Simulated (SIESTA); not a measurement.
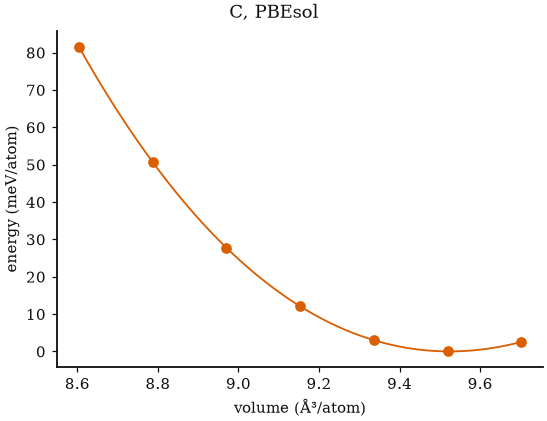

Plotted: energy against volume for C, space group C2/m (No. 12).

The given structure:
```cif
data_structure
_symmetry_space_group_name_H-M 'P 1'
_symmetry_Int_Tables_number 1
_cell_length_a 2.4565
_cell_length_b 2.4565
_cell_length_c 3.7645
_cell_angle_alpha 108.497
_cell_angle_beta 108.497
_cell_angle_gamma 60.003
_cell_volume 18.31
loop_
_atom_site_label
_atom_site_type_symbol
_atom_site_fract_x
_atom_site_fract_y
_atom_site_fract_z
_atom_site_occupancy
C1 C 0.16664 0.16664 0.99991 1
C2 C 0.83336 0.83336 0.00009 1
```

Calculation (SIESTA 5.4.2): DFT in numerical atomic orbitals with pseudopotentials, no spin polarisation; energies at scaled volumes of the given cell, shape and fractions fixed, counted from the fit's minimum, third-order Birch-Murnaghan fit. Level: PBEsol.

k mesh 13×13×8; occupations Fermi–Dirac; smearing width 0.05 eV; potentials PseudoDojo 0.4 standard, converted to PSML, two zetas on semicore shells; program settings basis DZP, mesh cutoff 500 Ry.

This calculation gives: equilibrium volume 9.52 Å³/atom and bulk modulus 252 GPa.

Now the level changes from PBEsol to LDA. What happens?

The equilibrium volume falls from 9.52 to 9.35 Å³/atom (−1.8 %) and the bulk modulus rises from 252 to 260 GPa (+3.2 %).

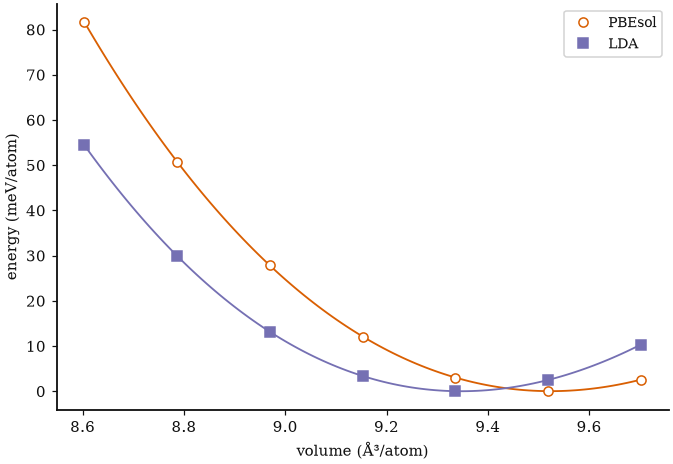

The two results together.

For both, limits of the calculation: mulliken charges of long orbitals; shape and atomic fractions are frozen while scaling, which makes layered, chain and framework solids too stiff.

V0 and the bulk modulus come from third-order Birch–Murnaghan fits.
